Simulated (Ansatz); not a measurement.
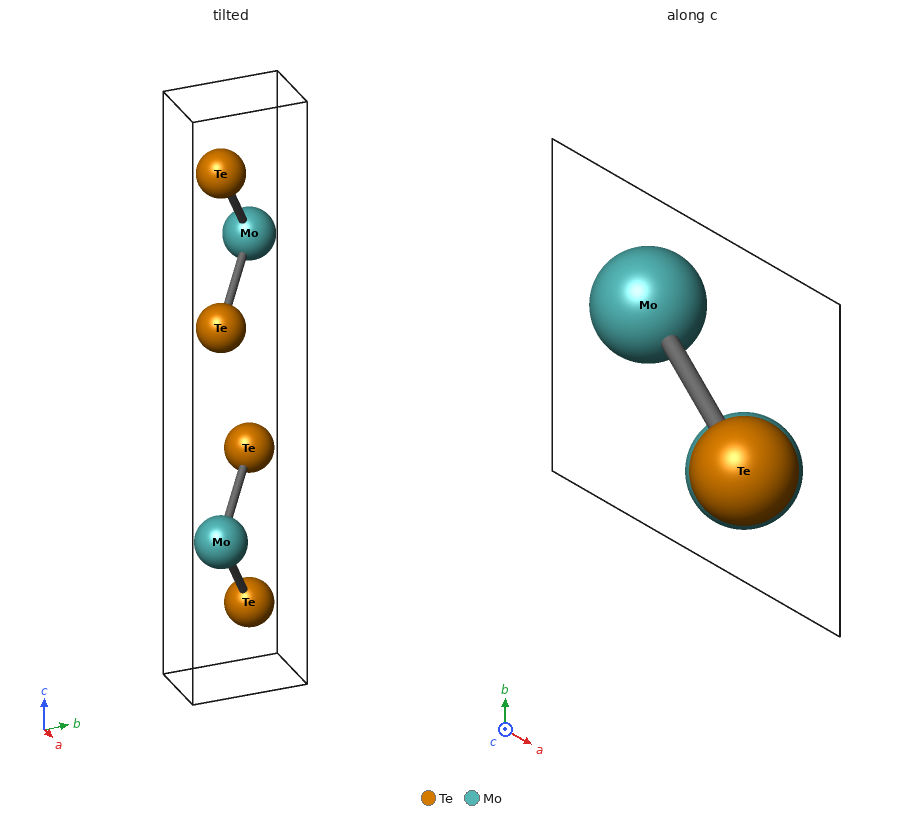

Ball-and-stick representation of a periodic structure, projected slightly off an axis and along the c axis. The box is the unit cell; atoms on or close to its faces, edges and corners are drawn wherever they repeat.

Te2Mo, a = 3.497 Å, b = 3.497 Å, c = 13.702 Å, α = 90.00°, β = 90.00°, γ = 120.00°. Within 0.01 Å the space group is P6_3/mmc (No. 194), primitive hexagonal: 2H molybdenite (MoS₂) type. It goes back to a structure listed in the Materials Project. Earlier steps of the study may have refined or changed the cell and positions. An electronic-structure calculation with Ansatz was run on it.

This one geometry was computed with Ansatz (DFT, plane waves, PAW) at four levels of theory: PBEsol, PBE+D3(BJ) with spin-orbit coupling, PBE+D3(BJ) and r2SCAN.

Q: Which level gives the highest pressure at this volume, and what does that say about its equilibrium volume?

A: Highest: r2SCAN (3.1 GPa), which points to the largest equilibrium volume. Lowest, with the smallest volume: PBEsol (-0.5 GPa). Levels within 0.5 GPa of each other can't be told apart.

Q: How does the band gap change with the level of theory?

A: PBEsol: a gap of 0.58 eV, indirect; PBE+D3(BJ) with spin-orbit coupling: a gap of 0.58 eV, indirect; PBE+D3(BJ): a gap of 0.60 eV, indirect; r2SCAN: a gap of 0.71 eV, indirect.

Q: Collect the results in a table.

A:
| level | cutoff (eV) | k-mesh of the run's cell | gap (eV) | pressure (GPa) |
| --- | --- | --- | --- | --- |
| PBEsol | 420 | 9×9×2 | 0.58 | -0.5 |
| PBE+D3(BJ) with spin-orbit coupling | 420 | 9×9×2 | 0.58 | 0.1 |
| PBE+D3(BJ) | 420 | 9×9×2 | 0.60 | 0.0 |
| r2SCAN | 500 | 9×9×2 | 0.71 | 3.1 |

Gaps are taken on the k-mesh or band path of each run.
